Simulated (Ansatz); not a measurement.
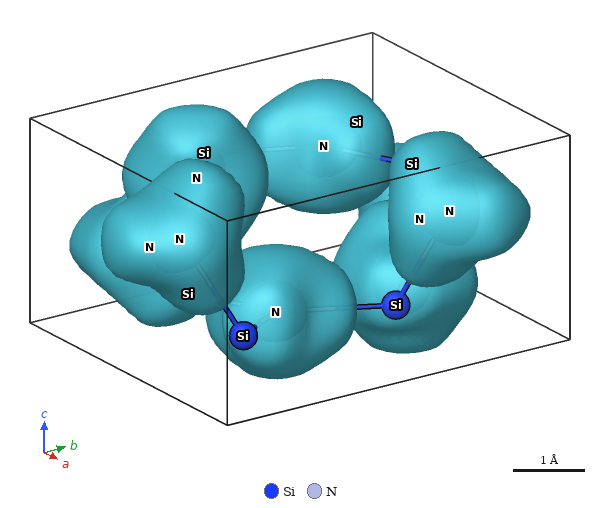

The picture shows: Si₃N₄. Isosurface of the ELF at 0.7 (cyan), seen slightly off an axis. Core shells and regions of very low density are left out. Sticks mark near contacts.

Space group P6₃/m; a structure from a database of computed crystals, not necessarily the ambient phase; started from the database structure prototype, which need not be the ambient phase; changed on purpose from its base cell (hydrostatic strain +2.0%); computed pressure about −8 GPa in this cell.

The calculation used Ansatz, DFT, PBE, plane waves, PAW.

In a PAW calculation such maps are meaningful between the atoms, not at the nuclei.

Describe the localisation domains.

The ELF exceeds this value in eight regions on N in which the atom's valence shell and bonds are merged, counted in one cell of 14 atoms. Regions shared between cells count once. Along the contacts the grid gives the following. Si–N (1.76 Å): the ELF peaks at about 0.90 between the atoms (a polar covalent bond).

Does the calculation give a band gap?

It is gapped, with a Kohn–Sham gap of 4.1 eV on the k-point mesh, an upper bound to the gap of this method.
